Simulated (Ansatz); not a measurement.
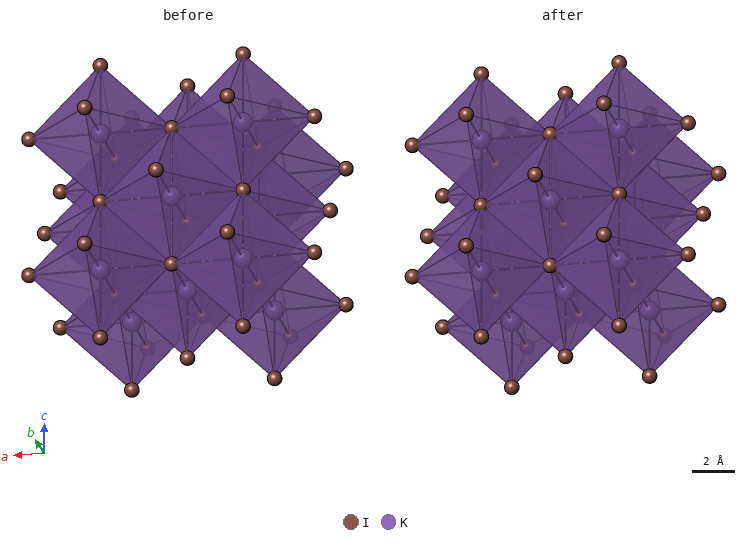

The structure of solid KI (set up in Fm-3m) before (left) and after (right) a relaxation, at one scale.

Style: polyhedral. Shown: the conventional cell (4 times the calculation's cell), from a free direction. Lengths and directions refer to the drawn axes.

The run lets cell and atoms move.

Theory: Ansatz 0.2.0, Kohn-Sham DFT of a periodic cell, LDA, Ansatz PAW.

The input:
```yaml
crystal:
  lattice:
    - [0.0, 3.532775, 3.532775]
    - [3.532775, 0.0, 3.532775]
    - [3.532775, 3.532775, 0.0]
  atoms:
    - { symbol: I, position: [0.5, 0.5, 0.5] }
    - { symbol: K, position: [0.0, 0.0, 0.0] }
hamiltonian:
  xc: lda
  pseudopotentials: { kind: paw }
kpoints:
  mp_grid: { grid: [7, 7, 7] }
scf:
  occupations: { method: fermi_dirac, width: 0.05 }
output:
  forces: true
  stress: true
  eigenvalues: true
  write_density: true
  write_potential: true
  elf: true
  volumetric_format: npy
relax:
  f_tol: 0.01
  max_steps: 40
  cell: { stress_tol: 0.05 }
```

Launched with:
```bash
ansatz run input.yaml --threads 2 --pin off --max-ram 5632MiB --backend cpu --events-out ev --progress --plain --runs-dir out
```

> What changed between the two?

Over 3 accepted moves (4 points after the start) the energy falls by 20.4 meV per atom. All forces vanish by symmetry, so only the cell relaxes. Pressure: −1.31 GPa at the start and −0.04 GPa at the end. The SCF was repeated once at an unchanged geometry on a basis and grid sized afresh for the cell, which shifted the energy by 0.4 meV per atom at most. The atoms keep their places relative to the cell (all moves are under 0.005 Å). Cell: a = b = c 7.066 → 6.823 Å (−3.4 %). Volume −10.0 %. Near-neighbour distances that change, for instance: I–K 3.533 → 3.411 Å. The space group stays Fm-3m (No. 225).
